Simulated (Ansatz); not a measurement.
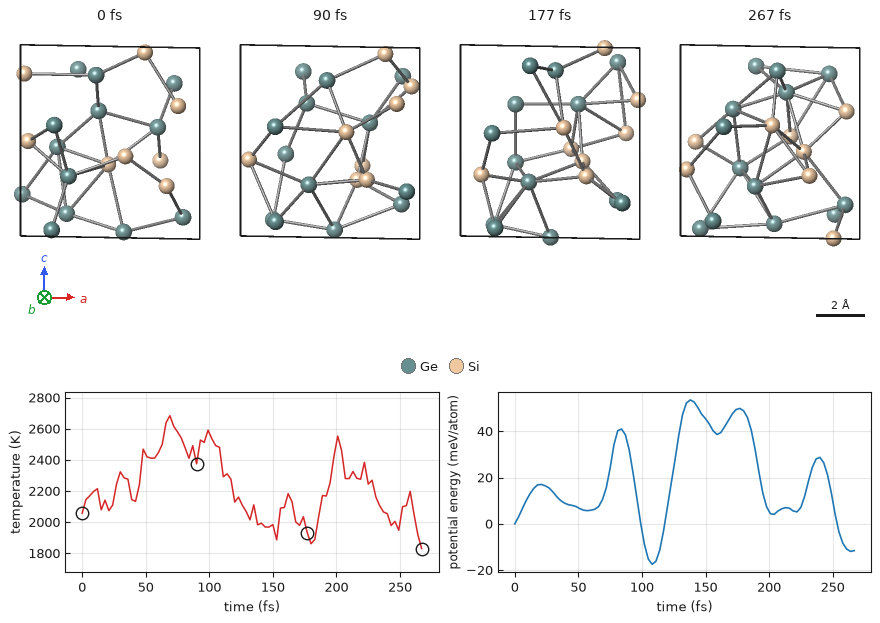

First-principles dynamics of an amorphous cell of composition Si8Ge13 (21 atoms in the cell), 267 fs long. It starts from the last geometry of an earlier run, with fresh velocities. Frames and the history of the run. A ball-and-stick model of the simulation cell, seen along the b axis. Atoms that leave the cell re-enter on the other side. Bonds to atoms that aren't drawn are left out.

Computed with DFT PBE, scalar-relativistic, plane waves, PAW in Ansatz 0.2.0. Set-up: plane-wave cutoff 420 eV; k-point mesh 1 × 1 × 1; Fermi-Dirac smearing 0.186 eV; set temperature 2160 K; time step 3 fs.

Input
```yaml
crystal:
  lattice:
    - [7.560165, 0.189652, -0.066185]
    - [0.189652, 7.81616, 0.119619]
    - [-0.066185, 0.119619, 8.062796]
  atoms:
    - { symbol: Ge, position: [0.4323175038, 0.5800660175, 0.6579103274] }
    - { symbol: Ge, position: [0.571995141, 0.593860871, 0.026473416] }
    - { symbol: Ge, position: [0.1847522113, 0.091248423, 0.5790826398] }
    - { symbol: Ge, position: [0.2535980914, 0.7383686119, 0.1173526911] }
    - { symbol: Ge, position: [0.2641025493, 0.3058386574, 0.3130110115] }
    - { symbol: Ge, position: [0.2022353241, 0.7478296594, 0.4657192006] }
    - { symbol: Ge, position: [0.9033660553, 0.63651418, 0.1088484657] }
    - { symbol: Ge, position: [0.0059467473, 0.9623856804, 0.2146758795] }
    - { symbol: Ge, position: [0.8548137058, 0.7846208591, 0.8084832541] }
    - { symbol: Ge, position: [0.1696525322, 0.2112325287, 0.0302782265] }
    - { symbol: Ge, position: [0.7622405124, 0.62203786, 0.5774642007] }
    - { symbol: Ge, position: [0.3180974387, 0.9792229901, 0.8730917787] }
    - { symbol: Ge, position: [0.4181216016, 0.3174176962, 0.8444259572] }
    - { symbol: Si, position: [0.0179883159, 0.4261930857, 0.8453617401] }
    - { symbol: Si, position: [0.8762512316, 0.1407857468, 0.6902599386] }
    - { symbol: Si, position: [0.5812839133, 0.2371179338, 0.4222286686] }
    - { symbol: Si, position: [0.0387338709, 0.3723129214, 0.4931322286] }
    - { symbol: Si, position: [0.8116148587, 0.3300940528, 0.2708237057] }
    - { symbol: Si, position: [0.6911762685, 0.1918401963, 0.9673509004] }
    - { symbol: Si, position: [0.7768821925, 0.9400377543, 0.4034433412] }
    - { symbol: Si, position: [0.4857470473, 0.6053345845, 0.3780817856] }
  symmetry: { detect: false }
basis:
  ecutwfc: 420
  xc_grid: 1
kpoints:
  mp_grid: { grid: [1, 1, 1], shift: [0.25, 0.25, 0.25] }
hamiltonian:
  xc: pbe
scf:
  occupations: { method: fermi_dirac, width: 0.1861 }
  lower_state_search: "off"
  convergence: { dr2_threshold: 1.0e-05 }
output:
  forces: true
  stress: true
md:
  timestep: 3.0
  n_steps: 89
  ensemble: nvt_langevin
  friction: 0.005
  temperature: 2160.0
  initial_velocities: maxwell_boltzmann
  seed: 87723
```

Run as
```bash
ansatz run input.yaml --threads 2 --pin off --max-ram 5120MiB --backend cpu --events-out ev --progress --plain --runs-dir out
```

Describe the run.

Answer. Over the second half the temperature averages 2112 K (spread ±166 K). The potential energy is still drifting at the end, so the run hasn't reached equilibrium. The potential energy in the second half lies on average 24.2 meV per atom above the first frame. The mean pressure there is 1.2 GPa. Root-mean-square distances from the starting positions over the second half, with the common drift of all atoms taken out: Si 1.66 Å, Ge 1.04 Å. That is a large part of the typical shortest distance between atoms in the first frame, about 2.4 Å and still growing: the atoms leave their places as in a liquid. Bond changes: 7 Si–Si bonds form between 42 fs and 228 fs; 5 Si–Si bonds break between 105 fs and 246 fs.

Limits of the set-up: the periodic images lie only 7.6 Å apart, so the values are limited by the cell's size.

Cost: 4.1 min on 2 threads of Arm Neoverse V2, on a shared host, peak memory 0.68 GiB.
